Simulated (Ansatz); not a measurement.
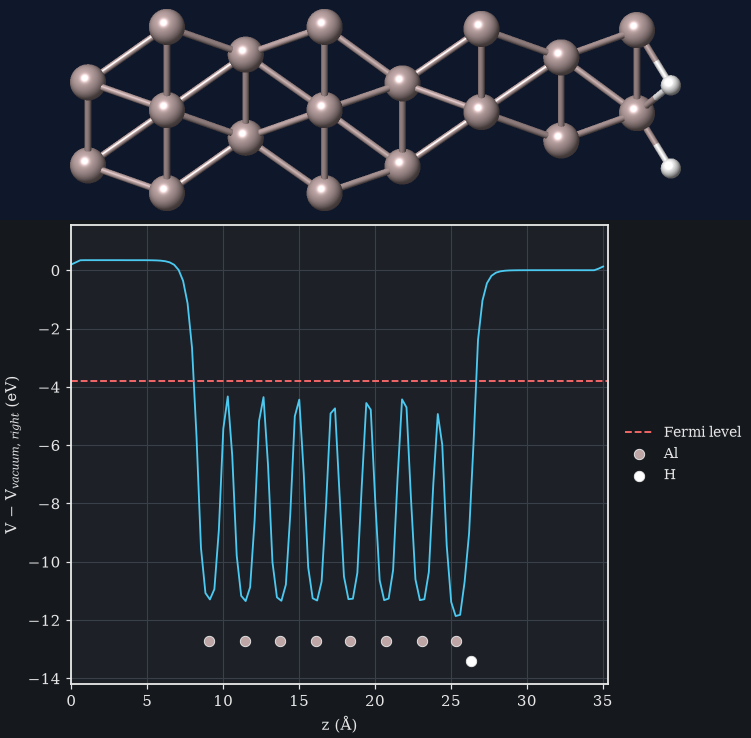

Plane-averaged electrostatic potential energy of an electron across the slab; circles at the bottom mark the heights of the atoms (positions after relaxation). The structure is drawn too.

The Ansatz input:

```
crystal:
  lattice:
    - [2.8362844922, 0.0, 0.0]
    - [-1.4181422461, 2.4562944226, 0.0]
    - [0.0, 0.0, 35.3137615421]
  atoms:
    - { symbol: Al, position: [0.3333333333, 0.6666666667, 0.2406993656] }
    - { symbol: Al, position: [0.0, 0.0, 0.3066945262] }
    - { symbol: Al, position: [0.6666666667, 0.3333333333, 0.3726896867] }
    - { symbol: Al, position: [0.0, 0.0, 0.4386848473] }
    - { symbol: Al, position: [0.3333333333, 0.6666666667, 0.5041562492] }
    - { symbol: Al, position: [0.0, 0.0, 0.5704373706] }
    - { symbol: Al, position: [0.6666666667, 0.3333333333, 0.6367922409] }
    - { symbol: Al, position: [0.0, 0.0, 0.7041304592] }
    - { symbol: H, position: [0.5, 1.0, 0.7199882997] }
basis:
  ecutwfc: 420
kpoints:
  mp_grid: { grid: [12, 12, 1] }
hamiltonian:
  xc: pbesol
scf:
  occupations: { method: gaussian, width: 0.1 }
output:
  forces: true
  eigenvalues: true
  write_density: true
  write_potential: true
  elf: true
  volumetric_format: npy
relax:
  adjacent_minimum: "off"
  f_tol: 0.03
  max_steps: 70
  constraints: [{ sites: [0, 1, 2, 3] }]
efield:
  axis: 3
  dipole_correction: true
  ramp_width: 0.04
```

Run as:
```bash
ansatz run input.yaml --threads 2 --pin off --max-ram 5120MiB --backend cpu --events-out ev --progress --plain --runs-dir out
```

Question: Read off the work function of each face.

Answer: The work function is 3.79 eV at the right face and 4.13 eV at the left.

Question: Do the two faces differ, and what does that say about the slab's dipole?

Answer: The vacuum levels differ by 0.34 eV, so the slab carries a dipole along its normal. Some atoms were held fixed in the relaxation, which can itself make the faces differ.
